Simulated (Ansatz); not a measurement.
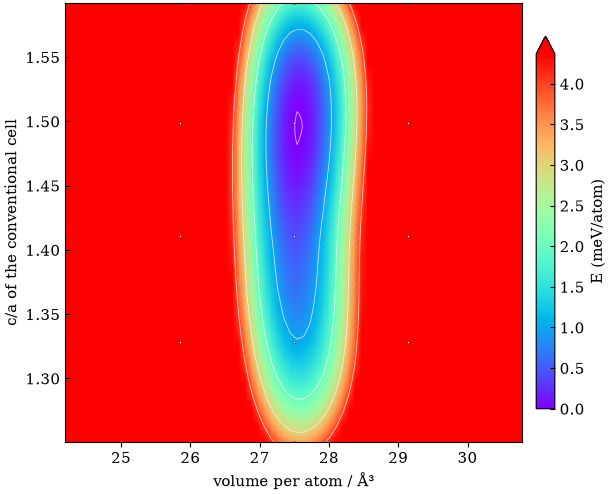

In (I4/mmm, No. 139; 1 atom in the cell). The energy is mapped over volume and the cell's shape. First axis: volume per atom. Second axis: c/a of the conventional cell. Nothing is relaxed (symmetry fixes all fractional coordinates). The scan uses a 5 × 5 grid. Points are written as (first, second). Energies: meV/atom, counted from the lowest grid point. These are results of Ansatz, DFT PBE, scalar-relativistic, plane waves, PAW, not measurements. Settings: cutoff 420 eV, k-mesh 20×20×20, gaussian smearing 0.15 eV, no spin polarisation.

Drawn: a smooth colour map with a few white contour lines, dots at the grid points, one colour for all values above the top of the scale. Between grid points the surface is interpolated.

> Where is the minimum, and how stiff is the well along each coordinate?

The interpolated minimum is at volume per atom ≈ 27.51 Å³, c/a of the conventional cell ≈ 1.495. The curvatures there are about 0.008 eV/(Å³)² and 0.24 eV, with a cross term of about −0.005 eV/Å³ (per cell of 1 atoms). Round the minimum the two coordinates are weakly coupled (coupling −0.11 in units of the two stiffnesses).
